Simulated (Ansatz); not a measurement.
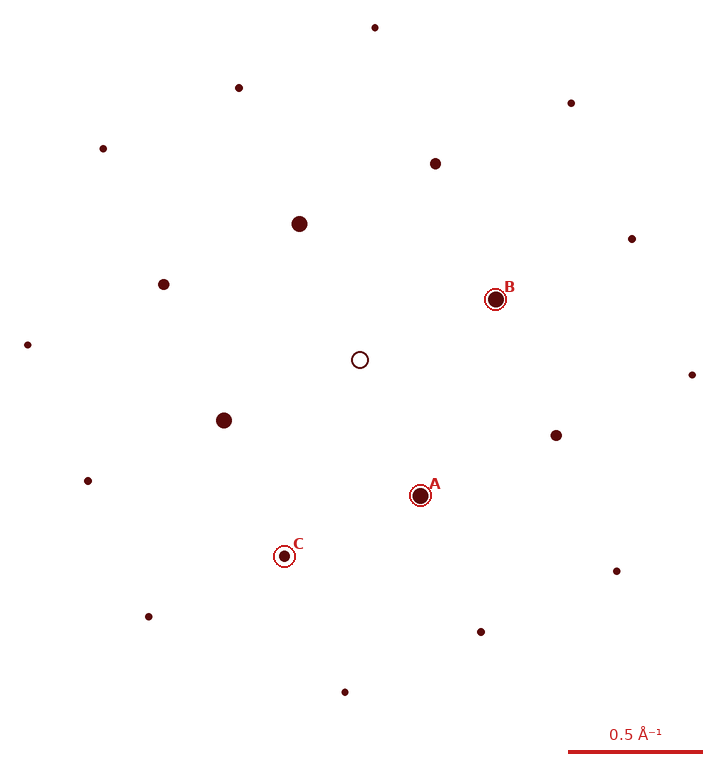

The pattern is a kinematic simulation for 80 kV electrons (no multiple scattering; isotropic B = 1 Å²). The zone axis points towards the electron source and the pattern is seen from the source side.

Crystal: Be, space group Im-3m (No. 229), a = 2.54 Å. Structure: the input geometry of an electronic-structure calculation (not necessarily at equilibrium); the starting structure was generated, so it need not be a known form of this composition.

Spot A is indexed -1 -1 0 and spot B 1 -1 0.

### Index the other marked spot.

C = A − B = -2 0 0 (d = 1.268 Å).

### Find the zone axis.

The cross product of A and B is parallel to [001]; every spot obeys hu + kv + lw = 0.

### What are the spacings of A and B and the angle between them?

d(A) = 1.793 Å, d(B) = 1.793 Å, and the angle is 90.0°.
